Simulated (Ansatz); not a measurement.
## A series of single points on Hg

System: Hg (Pm-3m, 1 atom in the cell).
Method: DFT, RPBE, plane waves (420 eV) with PAW, scalar-relativistic, no spin polarisation (Ansatz 0.2.0).

The 5 runs differ only in the geometry, by an even scaling of the cell at fixed fractional positions.

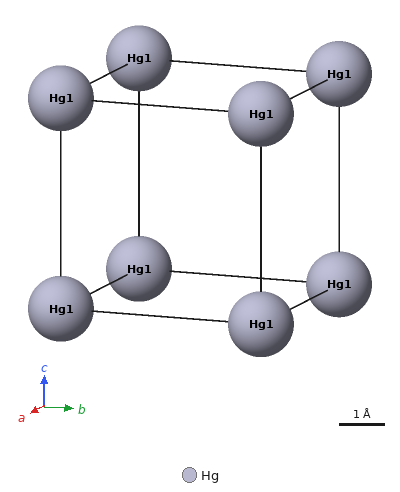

Figure 1. The structure of run 3 (spheres-only view of the cell of the calculation, seen slightly off an axis; atoms are numbered from 1 in the order of the input).

## Input of run 3
```yaml
crystal:
  lattice:
    - [4.8638649387, 0.0, 0.0]
    - [0.0, 4.8638649387, 0.0]
    - [0.0, 0.0, 4.8638649387]
  atoms:
    - { symbol: Hg, position: [0.0, 0.0, 0.0] }
hamiltonian:
  xc: rpbe
  pseudopotentials:
    kind: paw
    azcp:
      Hg: "pseudopotentials/Hg.paw.azcp"
basis:
  ecutwfc: 420
  fft_grid_basis: typed
kpoints:
  mp_grid: { grid: [7, 7, 7], shift: [0, 0, 0] }
magnetization:
  spin_polarized: false
scf:
  occupations: { method: fermi_dirac, width: 0.1 }
  lower_state_search: "off"
output:
  stress: true
```

Lattice vectors (Å) and fractional positions of run 3:
```
   4.863865    0.000000    0.000000
   0.000000    4.863865    0.000000
   0.000000    0.000000    4.863865
Hg  0.000000  0.000000  0.000000
```

Run 2 differs from it as follows:
```diff
-    - [4.8638649387, 0.0, 0.0]
-    - [0.0, 4.8638649387, 0.0]
-    - [0.0, 0.0, 4.8638649387]
+    - [4.7305406916, 0.0, 0.0]
+    - [0.0, 4.7305406916, 0.0]
+    - [0.0, 0.0, 4.7305406916]
```

## Results, with one run withheld

```tsv
run	volume per atom (Å³)	free energy per atom, from the lowest run given (meV)	pressure (GPa)
1	101.257	2.80	0.05
2	105.860	?	?
3	115.065	0.18	0.01
4	119.668	0.00	0.00
5	128.873	0.32	−0.01
```

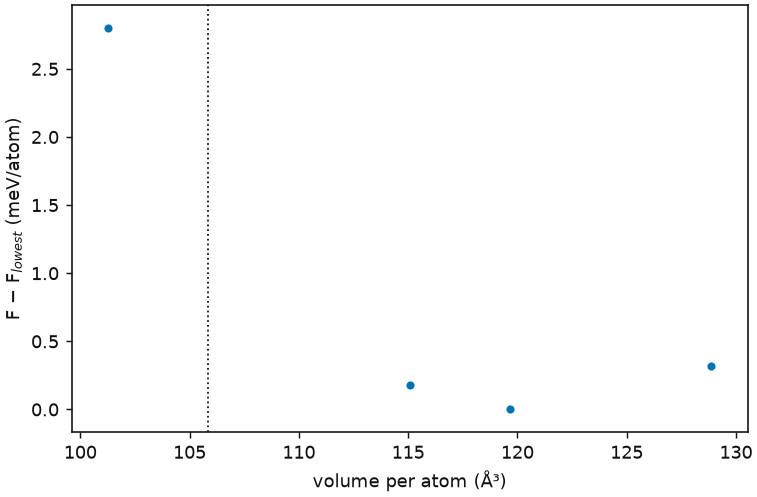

Figure 2. Free energy per atom of the runs given; the dotted line marks run 2.

Fit the runs given and predict run 2.

A quadratic polynomial in V^(−2/3) (the Birch–Murnaghan form), fitted to the 4 runs given, misses them by under 0.01 meV per atom. With x = V^(−2/3) − 0.04217 Å⁻², it reads F = 0.15468 + 266.65 x + 1.0838e+05 x² (meV per atom). At run 2 it gives 1.51 meV per atom, and the run itself gives 1.50. The slope of the fit gives a pressure −dF/dV of 0.04 GPa there, and the run prints 0.04 GPa. The fit has its minimum at 120.720 Å³ per atom, where V d²F/dV² gives 0.214 GPa: the bulk modulus at this level, since symmetry fixes the shape and the positions.

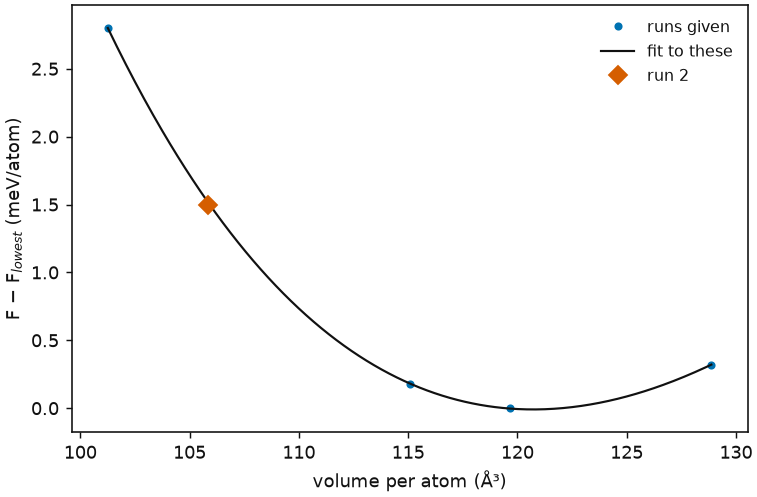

Figure 3. The fit and the withheld run.

## Output, shortened to warnings, some set-up lines, iterations and results (run 2)
```
Basis set: ecut = 420 eV, 2103 PW (Γ)
Symmetry: 48 space group operations
k-points: 20 of 343
Initial density: superposition of atomic densities (neutral atoms: chi_scale 0, normalization atom), corrected by the library's trained network
[...]
SCF iter   1: F=—  HF=-13828.313858 eV  |F-HF|=—  |Δ(HF+E_count)|=         —  Δρ=1.23e-3  dr2=2.92e-3  ethr=1.77e-3  ⟨swp⟩=4.3  Hψ=1404  notcnv=0
SCF iter   2: F=—  HF=-13828.313238 eV  |F-HF|=—  |Δ(HF+E_count)|=   6.20e-4  Δρ=3.89e-4  dr2=2.97e-4  ethr=1.46e-5  ⟨swp⟩=2.0  Hψ=564  notcnv=0
SCF iter   3: F=—  HF=-13828.313178 eV  |F-HF|=—  |Δ(HF+E_count)|=   6.03e-5  Δρ=1.71e-4  dr2=5.01e-5  ethr=1.48e-6  ⟨swp⟩=2.8  Hψ=385  notcnv=0
SCF iter   4: F=—  HF=-13828.313162 eV  |F-HF|=—  |Δ(HF+E_count)|=   1.57e-5  Δρ=3.35e-5  dr2=1.35e-6  ethr=2.51e-7  ⟨swp⟩=2.0  Hψ=394  notcnv=0
SCF iter   5: F=-13828.313160 eV  HF=-13828.313160 eV  |F-HF|=1.58e-7  |Δ(HF+E_count)|=   2.09e-6  Δρ=5.87e-6  dr2=2.34e-8  ethr=6.77e-9  ⟨swp⟩=2.0  Hψ=400  notcnv=0
SCF iter   6: F=-13828.313160 eV  HF=-13828.313160 eV  |F-HF|=5.89e-9  |Δ(HF+E_count)|=   1.19e-7  Δρ=7.56e-7  dr2=7.91e-10  ethr=1.17e-10  ⟨swp⟩=2.7  Hψ=1048  notcnv=0
SCF 1 converged in 6 iterations: F = -13828.313160 eV  dr2 = 7.91e-10
SCF converged after 6 iterations
Free energy (F): -13828.313160 eV
Harris-Foulkes:  -13828.313160 eV  (|F-HF|=5.89e-9)
Internal energy: -13828.313160 eV  (E = F + TS)
E sigma→0 (E₀):  -13828.313160 eV
Fermi energy:    -0.030313 eV
--- Per-component energies (eV) ---
  E_band       = -661.393800
  E_kinetic    = 605.816886
  E_local      = -4562.573694  (includes V_loc(G=0)·N_el)
  E_nonlocal   = 72.310107
  E_hartree    = 1965.101793
  E_xc         = -220.532188
  E_vxc        = -261.199585  (∫ρ·V_xc dr)
  E_paw        = -9961.047353  (= ΣΔE_a)
  E_vpaw       = -445.954134  (= ΣTr[D̂ρ^β])
  E_aug_tail   = 0.000948  (compensation charges beyond the density's cutoff)
  E_ewald      = -1727.332264
  E_core_change = -0.057394  (= ΣΔE_core)
  E_smearing   = -0.000000  (= −TS)
  E_closure    = 0.000000  (closes the sum)
  Σ components = -13828.313160   (vs F -13828.313160, Δ=0.00e0)
--- Stress (GPa, compression-positive) ---
        0.036728       0.000000       0.000000
       -0.000000       0.036728       0.000000
        0.000000       0.000000       0.036728
  P = ⅓ Tr σ = 0.0367 GPa (0.367 kbar)
```

Notes: Spin–orbit coupling is left out, which matters for Hg.
